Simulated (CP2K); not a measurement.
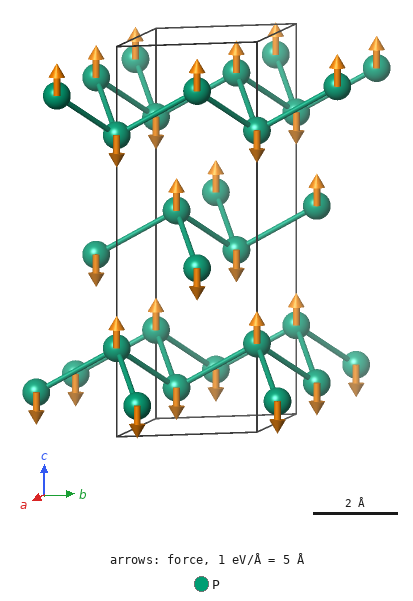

Starting geometry of crystalline P (set up in R-3m) with the computed forces as orange arrows. The picture is a ball-and-stick view of the conventional cell (3 times the calculation's cell), seen slightly off an axis. Lengths and directions refer to the drawn axes.

The run lets cell and atoms move.

All numbers below come from Kohn-Sham DFT of a periodic cell, LDA, GTH-PADE with UZH-TZVP basis in CP2K.

The input:
```
&GLOBAL
  PROJECT p_vcrelax
  RUN_TYPE CELL_OPT
  PRINT_LEVEL LOW
&END GLOBAL
&FORCE_EVAL
  METHOD QS
  STRESS_TENSOR ANALYTICAL
  &DFT
    BASIS_SET_FILE_NAME BASIS_MOLOPT_UZH
    POTENTIAL_FILE_NAME GTH_POTENTIALS
    &MGRID
      CUTOFF 450
      REL_CUTOFF 60
      NGRIDS 5
    &END MGRID
    &QS
      METHOD GPW
      EPS_DEFAULT 1.0E-9
      EXTRAPOLATION USE_PREV_P
    &END QS
    &KPOINTS
      SCHEME MONKHORST-PACK 7 7 7
      GAMMA_CENTERED T
    &END KPOINTS
    &SCF
      SCF_GUESS ATOMIC
      EPS_SCF 1.0E-6
      MAX_SCF 100
      ADDED_MOS 10
      CHOLESKY OFF
      EPS_EIGVAL 1.0E-7
      &DIAGONALIZATION ON
        ALGORITHM STANDARD
      &END DIAGONALIZATION
      &MIXING ON
        METHOD BROYDEN_MIXING
        ALPHA 0.4
        BETA 1.5
        NBUFFER 8
      &END MIXING
      &SMEAR ON
        METHOD FERMI_DIRAC
        ELECTRONIC_TEMPERATURE 580.23
      &END SMEAR
    &END SCF
    &XC
      &XC_FUNCTIONAL
        &LDA_X
        &END LDA_X
        &LDA_C_PW
        &END LDA_C_PW
      &END XC_FUNCTIONAL
    &END XC
    &PRINT
      &KPOINTS ON
      &END KPOINTS
      &MULLIKEN ON
        &EACH
          CELL_OPT 0
        &END EACH
        ADD_LAST NUMERIC
      &END MULLIKEN
      &MO ON
        ENERGIES T
        OCCUPATION_NUMBERS T
        &EACH
          QS_SCF 0
          CELL_OPT 0
        &END EACH
        ADD_LAST NUMERIC
      &END MO
    &END PRINT
  &END DFT
  &SUBSYS
    &CELL
      A 3.7102201415 0.0000000000 0.0000000000
      B 2.1048558901 3.0553748019 0.0000000000
      C 2.1048558900 1.1059397355 2.8481946004
      PERIODIC XYZ
    &END CELL
    &COORD
      P   6.1214718009 3.2163621919 2.2014258585
      P   1.7984601207 0.9449523455 0.6467687419
    &END COORD
    &KIND P
      BASIS_SET TZVP-MOLOPT-PBE-GTH-q5
      POTENTIAL GTH-PADE-q5
    &END KIND
    &PRINT
      &ATOMIC_COORDINATES ON
      &END ATOMIC_COORDINATES
      &CELL ON
      &END CELL
      &SYMMETRY ON
      &END SYMMETRY
    &END PRINT
  &END SUBSYS
  &PRINT
    &FORCES ON
    &END FORCES
    &STRESS_TENSOR ON
    &END STRESS_TENSOR
  &END PRINT
&END FORCE_EVAL
&MOTION
  &CELL_OPT
    OPTIMIZER BFGS
    MAX_ITER 40
    MAX_FORCE [eV*angstrom^-1] 0.03
    RMS_FORCE [eV*angstrom^-1] 0.03
    MAX_DR 1.0E-2
    RMS_DR 1.0E-2
    EXTERNAL_PRESSURE [bar] 0.0
    PRESSURE_TOLERANCE [bar] 300
    KEEP_SPACE_GROUP T
  &END CELL_OPT
  &PRINT
    &TRAJECTORY ON
    &END TRAJECTORY
    &CELL ON
    &END CELL
    &FORCES ON
    &END FORCES
    &STRESS ON
    &END STRESS
    &RESTART OFF
    &END RESTART
    &RESTART_HISTORY OFF
    &END RESTART_HISTORY
  &END PRINT
&END MOTION
```

Launched with:
```bash
OMP_NUM_THREADS=1 cp2k.psmp -i p_vcrelax.inp -o p_vcrelax.out
```

What follows when this structure is relaxed?

Answer. It isn't relaxed: the largest force vector, on P atoms, is 0.16 eV/Å. The atoms end up moving mostly along the starting forces (cosine between the two patterns 1.00). Over 14 geometry steps the energy falls by 28.6 meV per cell of the calculation. Largest force component: 0.13 eV/Å at the start, 0.017 eV/Å at the end. The largest moves relative to the cell, 0.044 Å, are those of P atoms. Cell: a 3.451 → 3.453 Å (+0.1 %), b 3.451 → 3.417 Å (−1.0 %), c 9.389 → 8.890 Å (−5.3 %), α 90.0° → 90.2°, γ 120.0° → 120.3°. Volume −6.5 %. Among the contacts that change: P–P 2.293 → 2.280 Å, P–P 2.293 → 2.304 Å. The space group (tolerance 0.01 Å) goes from R-3m (No. 166) to C2/m (No. 12).

Limits of the set-up: layers or molecules are held without a dispersion correction, so their spacing is unreliable.
